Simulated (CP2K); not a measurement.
**A series of single points on MgS**

System: MgS (2 atoms in the cell).
Method: Kohn-Sham DFT of a periodic cell, PBEsol, GTH-PBE with UZH-TZVP basis, no spin polarisation (CP2K 2026.2).

The 6 runs differ only in the geometry, by an even scaling of the cell at fixed fractional positions. The structure derives from a Materials Project entry.

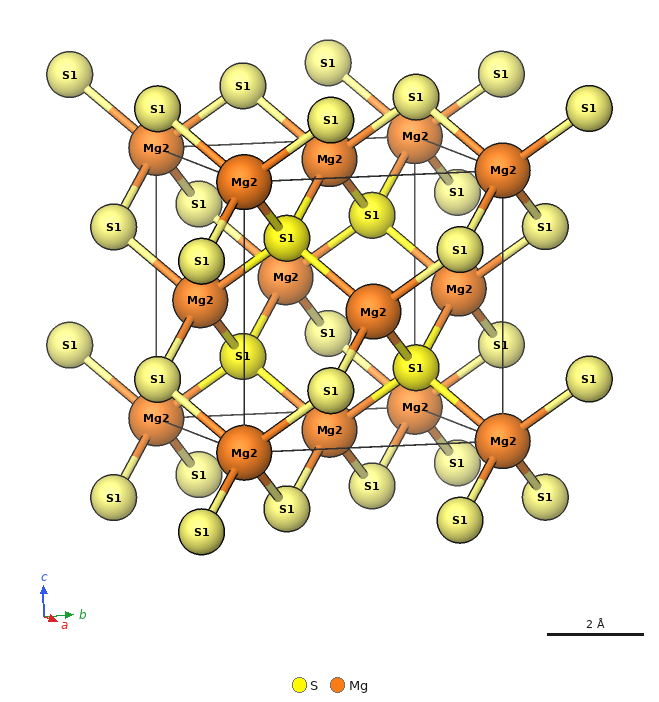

Figure 1. The structure of run 4 (ball-and-stick view of the cell 4 times as large as that of the calculation, set on its symmetry axes, seen slightly off an axis; neighbours outside the cell are drawn fainter; atoms are numbered from 1 in the order of the input).

## Input of run 4
```
&GLOBAL
  PROJECT mgs_eos
  RUN_TYPE ENERGY_FORCE
  PRINT_LEVEL LOW
&END GLOBAL
&FORCE_EVAL
  METHOD QS
  STRESS_TENSOR ANALYTICAL
  &DFT
    BASIS_SET_FILE_NAME BASIS_MOLOPT_UZH
    POTENTIAL_FILE_NAME POTENTIAL_UZH
    WFN_RESTART_FILE_NAME previous-RESTART.kp
    &MGRID
      CUTOFF 1400
      REL_CUTOFF 60
      NGRIDS 5
    &END MGRID
    &QS
      METHOD GPW
      EPS_DEFAULT 1.0E-9
    &END QS
    &KPOINTS
      SCHEME MONKHORST-PACK 8 8 8
      GAMMA_CENTERED T
      SYMMETRY T
      SYMMETRY_BACKEND SPGLIB
    &END KPOINTS
    &SCF
      SCF_GUESS RESTART
      EPS_SCF 1.0E-6
      MAX_SCF 100
      ADDED_MOS 10
      CHOLESKY OFF
      EPS_EIGVAL 1.0E-7
      &DIAGONALIZATION ON
        ALGORITHM STANDARD
      &END DIAGONALIZATION
      &MIXING ON
        METHOD BROYDEN_MIXING
        ALPHA 0.4
        BETA 1.5
        NBUFFER 8
      &END MIXING
      &SMEAR ON
        METHOD FERMI_DIRAC
        ELECTRONIC_TEMPERATURE 116.05
      &END SMEAR
    &END SCF
    &XC
      &XC_FUNCTIONAL
        &GGA_X_PBE_SOL
        &END GGA_X_PBE_SOL
        &GGA_C_PBE_SOL
        &END GGA_C_PBE_SOL
      &END XC_FUNCTIONAL
    &END XC
    &PRINT
      &KPOINTS ON
      &END KPOINTS
      &MULLIKEN ON
      &END MULLIKEN
      &MO ON
        ENERGIES T
        OCCUPATION_NUMBERS T
        &EACH
          QS_SCF 0
        &END EACH
        ADD_LAST NUMERIC
      &END MO
    &END PRINT
  &END DFT
  &SUBSYS
    &CELL
      ABC 4.0331715858 4.0331715859 4.0331715858
      ALPHA_BETA_GAMMA 59.9999999999 60.0000000001 60.0000000005
      PERIODIC XYZ
    &END CELL
    &COORD
      SCALED
      S   0.2500000000 0.2500000000 0.2500000000
      Mg  0.0000000000 0.0000000000 0.0000000000
    &END COORD
    &KIND S
      BASIS_SET TZVP-MOLOPT-PBE-GTH-q6
      POTENTIAL GTH-PBE-q6
    &END KIND
    &KIND Mg
      BASIS_SET TZVP-MOLOPT-PBE-GTH-q10
      POTENTIAL GTH-PBE-q10
    &END KIND
    &PRINT
      &ATOMIC_COORDINATES ON
      &END ATOMIC_COORDINATES
      &CELL ON
      &END CELL
    &END PRINT
  &END SUBSYS
  &PRINT
    &FORCES ON
    &END FORCES
    &STRESS_TENSOR ON
    &END STRESS_TENSOR
  &END PRINT
&END FORCE_EVAL
```

Command:
```bash
OMP_NUM_THREADS=1 cp2k.psmp -i mgs_eos.inp -o mgs_eos.out
```

Run 2 has the same physical settings and fractional positions; its lattice vectors (Å) are:
```
   3.952486    0.000000    0.000000
   1.976243    3.422954    0.000000
   1.976243    1.140985    3.227192
```

## Results, with one run withheld

```tsv
run	volume per atom (Å³)	free energy per atom, from the lowest run given (meV)	pressure (GPa)	gap on the mesh (eV)
1	21.376	27.80	5.33	3.45
2	21.831	?	?	?
3	22.285	5.98	2.45	3.24
4	23.195	0.00	0.09	3.04
5	23.650	1.21	−0.92	2.95
6	24.105	5.15	−1.84	2.86
```

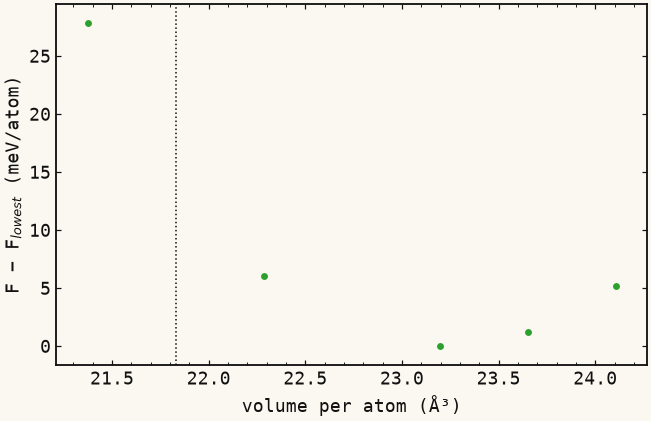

Figure 2. Free energy per atom of the runs given; the dotted line marks run 2.

Fit the runs given and predict run 2.

A cubic polynomial in V^(−2/3) (the Birch–Murnaghan form), fitted to the 5 runs given, misses them by at most 0.11 meV per atom. With x = V^(−2/3) − 0.12405 Å⁻², it reads F = 0.50405 + 1164.9 x + 5.6946e+05 x² + 7.8412e+06 x³ (meV per atom). At run 2 it gives 14.61 meV per atom, and the run itself gives 14.85. The slope of the fit gives a pressure −dF/dV of 3.80 GPa there, and the run prints 3.82 GPa. The fit has its minimum at 23.180 Å³ per atom, where V d²F/dV² gives 50.6 GPa: the bulk modulus at this level, since symmetry fixes the shape and the positions. The gap on the mesh goes, without turning, from 3.45 eV in run 1 to 2.86 eV in run 6; run 2 has 3.34 eV. These are gaps of this functional on this mesh, which can miss the band edges; they aren't the measured gap.

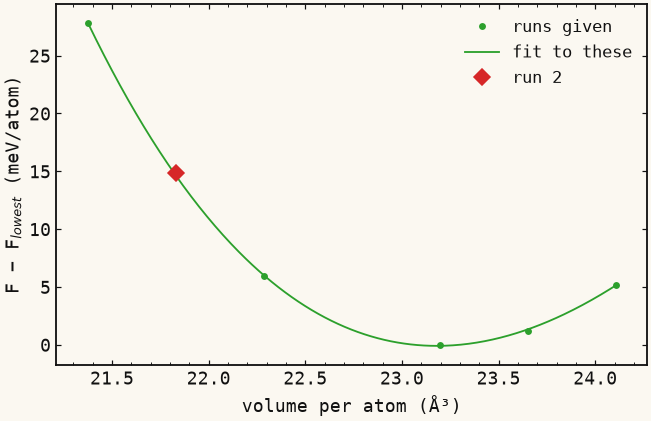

Figure 3. The fit and the withheld run.

## Some lines of the output (run 2)
```
[...]
 MO| Band gap:            0.202007 a.u.          5.496882 eV
 MO| Band gap:            0.224551 a.u.          6.110332 eV
 MO| Band gap:            0.225604 a.u.          6.139007 eV
 MO| Band gap:            0.205604 a.u.          5.594766 eV
 MO| Band gap:            0.211453 a.u.          5.753927 eV
 MO| Band gap:            0.230865 a.u.          6.282147 eV
 MO| Band gap:            0.250672 a.u.          6.821121 eV
 MO| Band gap:            0.229131 a.u.          6.234960 eV
 MO| Band gap:            0.214028 a.u.          5.823995 eV
 MO| Band gap:            0.229523 a.u.          6.245632 eV
 MO| Band gap:            0.238041 a.u.          6.477416 eV
 MO| Band gap:            0.263990 a.u.          7.183527 eV
 MO| Band gap:            0.280684 a.u.          7.637788 eV
 MO| Band gap:            0.257558 a.u.          7.008511 eV
```
